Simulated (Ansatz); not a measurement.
# Calculations on Ca15F32

Part 1: Relaxation

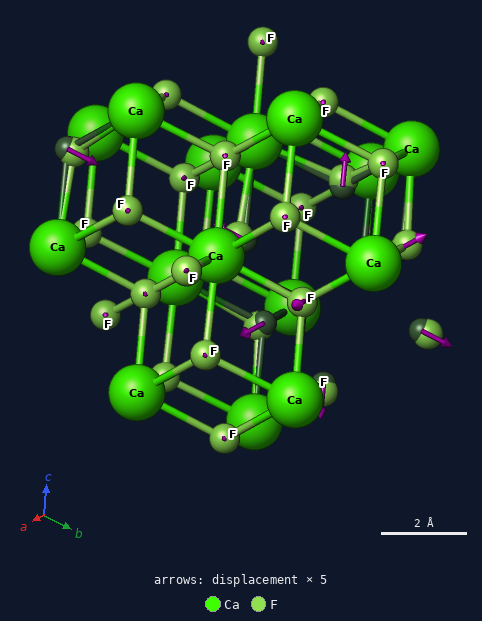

This is a relaxation of a defect cell of composition Ca$_{15}$F$_{32}$. The starting structure is drawn faded, the final one solid; purple arrows show the displacements, magnified 5 times.

The picture is a ball-and-stick view of the atoms within 5.0 Å of the atom that moves most (axes of the cell of the calculation (origin shifted)), seen slightly off an axis.

Case: Ca vacancy (site a), charge +0, atoms relaxed at the host's cell.

These are results of DFT PBE, scalar-relativistic, plane waves, PAW (Ansatz), not measurements. Set-up: plane-wave cutoff 420 eV; k-point mesh 2 × 2 × 2; occupations gaussian; smearing width 0.01 eV; mesh shifted by (0.5, 0.5, 0.5); collinear spin; atoms relaxed in a fixed cell; force threshold 0.025 eV/Å; at most 45 steps.

### Which element moves most?

Fluorine: up to 0.17 Å, against 0.02 Å for calcium.

### Describe the change and its energy.

After 3 geometry steps the energy has fallen by 0.394 eV per cell of the calculation. The largest force component goes from 0.32 to 0.0047 eV/Å. The largest moves, 0.17 Å, are those of F atoms. Largest moves by element: F 0.17 Å, Ca 0.02 Å. The lattice vectors keep their values. Near-neighbour distances that change, for instance: Ca–F 2.387 → 2.323 Å, Ca–F 2.387 → 2.399 Å, Ca–F 2.387 → 2.375 Å. Bond angles that change, for instance: Ca–F–Ca 109.5° → 113.3°. The run took 42 s on 4 threads of Intel(R) Xeon(R) Platinum 8375C CPU @ 2.90GHz (Ice Lake), on a shared host, peak memory 2.5 GiB.

Part 2: Relaxation

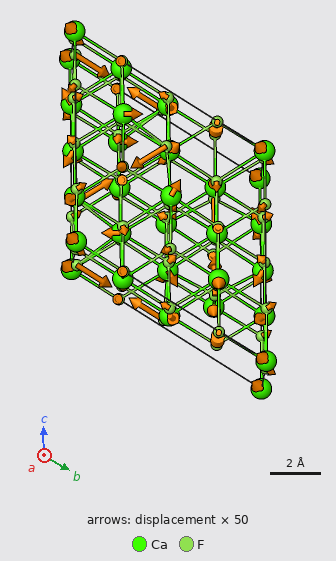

This is a relaxation of a defect cell of composition Ca15F32 (cell charge −2). The starting structure is drawn; orange arrows show the displacements, 50 times their true length.

Style: ball-and-stick. Shown: the cell of the calculation, from a free direction.

Case: Ca vacancy (site a), charge -2, atoms relaxed at the host's cell.

Computed with DFT PBE, scalar-relativistic, plane waves, PAW in Ansatz. (plane-wave cutoff 420 eV; k-point mesh 2 × 2 × 2; occupations gaussian; smearing width 0.01 eV; mesh shifted by (0.5, 0.5, 0.5); collinear spin; atoms relaxed in a fixed cell; force threshold 0.025 eV/Å; at most 45 steps)

**Atoms of which element are displaced furthest, and by how much?**

Fluorine: up to 0.036 Å, against 0.016 Å for calcium.

**What happened in the run?**

The largest moves, 0.036 Å, are those of F atoms. By element the largest moves are F 0.036 Å, Ca 0.016 Å. The cell doesn't change. Among the contacts that change: Ca–F 2.307 → 2.286 Å, Ca–F 2.393 → 2.408 Å, Ca–F 2.368 → 2.358 Å. The energy falls by 77.3 meV per cell of the calculation in 2 geometry steps. The largest force component goes from 0.25 to 0.018 eV/Å. The program noted that the starting moments weren't kept. Cost: 32 s on 4 threads of Intel(R) Xeon(R) Platinum 8375C CPU @ 2.90GHz (Ice Lake), on a shared host, peak memory 2.5 GiB.

Limits of the set-up: the cell is charged, on a uniform background, and energies carry no finite-size correction.

Part 3: Defect

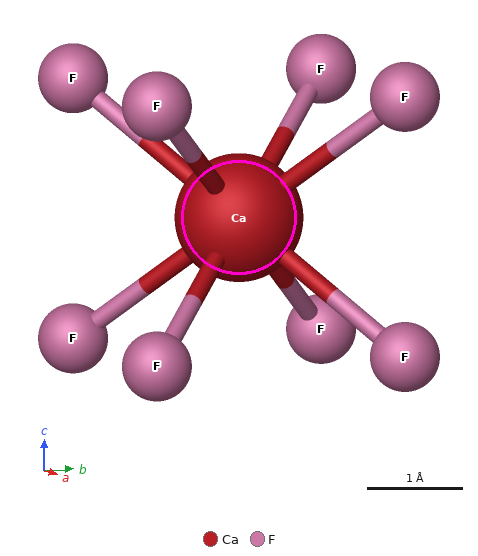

Perfect CaF₂. A ball-and-stick model of the atoms within 3.8 Å of one point, seen slightly off an axis.

These are results of Ansatz, DFT PBE, scalar-relativistic, plane waves, PAW, not measurements. (plane-wave cutoff 420 eV; k-point mesh 2 × 2 × 2; occupations gaussian; smearing width 0.01 eV; mesh shifted by (0.5, 0.5, 0.5); collinear spin) The cell is small and the k-mesh coarse, so the numbers are rough. A uniform background neutralises the charged cell. The axes drawn are those of the host's conventional cell.

A calcium atom is taken out (a vacancy) at the ringed place, in charge state −2. The supercell has 48 sites, and the atoms are relaxed at the host's cell.

Predict the relaxed surroundings of the defect.

Around the empty Ca site the host had 8 F at 2.39 Å; after relaxation the nearest atoms are 8 F at 2.62 Å. Of the host's atoms, a fluorine atom moves furthest from its site, by 0.23 Å. The cell ends without a net magnetic moment.

The relaxed defect, seen from the same direction:

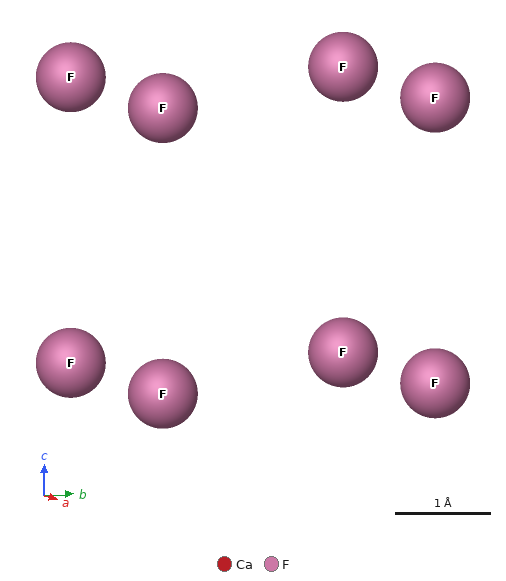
